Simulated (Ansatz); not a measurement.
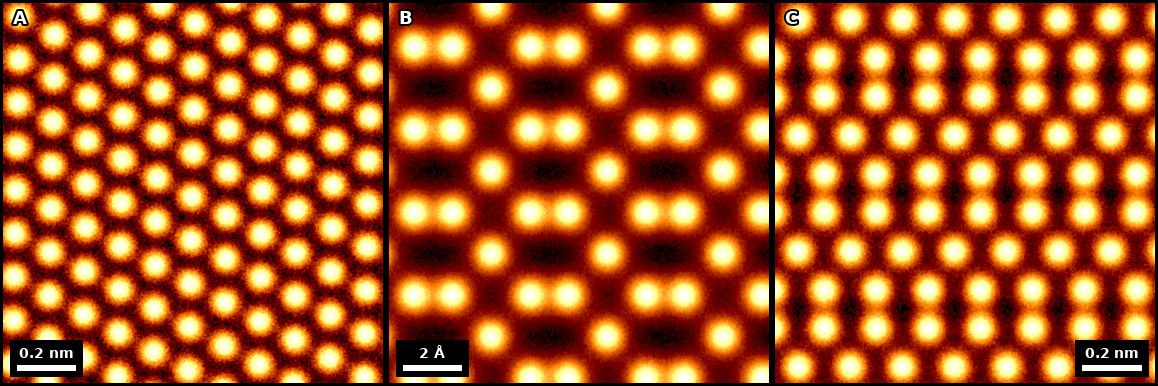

Three views of Ti (P6/mmm, No. 191) along different zone axes. Simulated as the projected potential of neutral atoms (B = 0.5 Å²) blurred by a 0.57 Å probe, the thin-sample limit of integrated differential phase contrast. The display is stretched by a gamma of 0.65; percentages refer to the linear signal. Shot noise was added. Model: the geometry relaxed with DFT, PBE, plane waves (420 eV) with PAW, scalar-relativistic in Ansatz 0.2.0; the starting structure was generated, so it need not be a known form of this composition.

```
Ti
1.0
     4.58125    0.00000    0.00000
    -2.29063    3.96748    0.00000
     0.00000    0.00000    2.83197
Ti
3
Direct
  0.00000 0.00000 0.00000
  0.33333 0.66667 0.50000
  0.66667 0.33333 0.50000
```

Match the panels to the zone axes [100], [102] and [201].

Answer. A is [201]: projected cell 1.35 × 1.49 Å, 117°, plane group c2mm. B is [100]: projected cell 2.83 × 3.97 Å, 90°, plane group p2mm. C is [102]: projected cell 1.78 × 3.97 Å, 90°, plane group p2mm.
